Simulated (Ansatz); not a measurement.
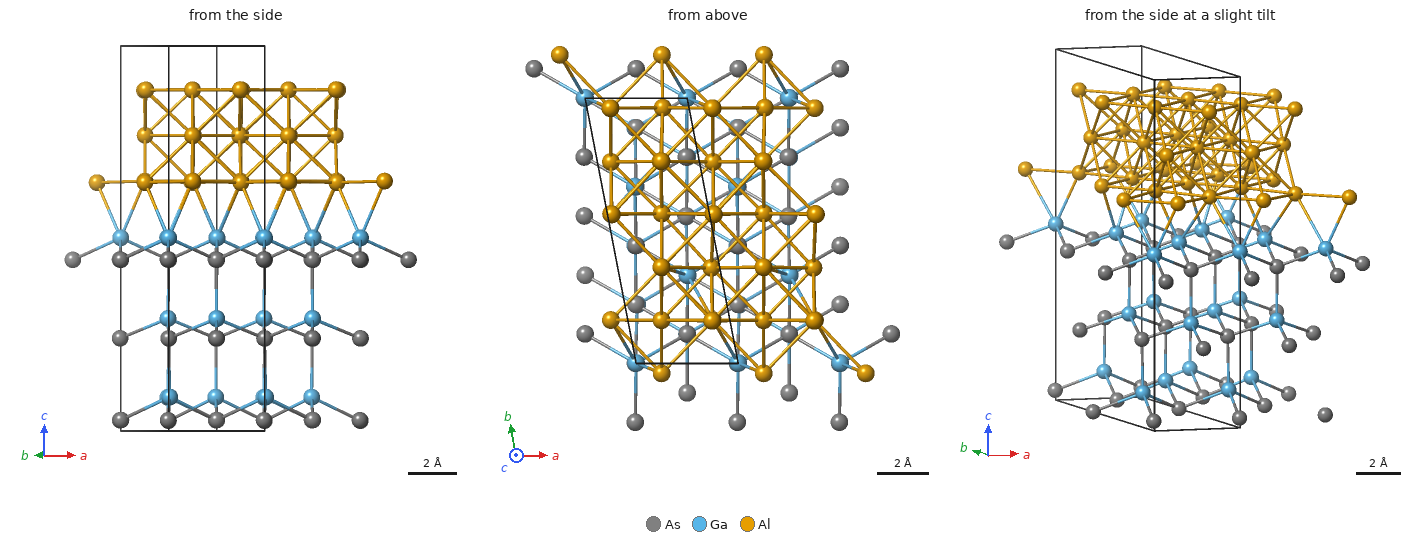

A ball-and-stick picture of a periodic stack of two materials, seen from the side, from above and from the side at a slight tilt; the box is the simulation cell in a reduced setting, and 2×1 cells are drawn in the plane (a layer on the cell's face shows at both ends).

What are the two materials, and along which planes are they stacked?

Answer. GaAs (1 1 1) (F-43m, 18 atoms) and Al (1 0 0) (Fm-3m, 15 atoms).

Give the in-plane cell and the period of the stack.

Answer. The in-plane vectors are 4.06 and 10.75 Å long, those of GaAs, to which Al is strained; the stack repeats after 16.3 Å.

The atoms and the stacking vector were relaxed with Ansatz, DFT PBE, scalar-relativistic, plane waves, PAW, the in-plane cell held. The two parents, named as they started, are listed structures, not always the stable forms, and thin layers can change their stacking on relaxation.
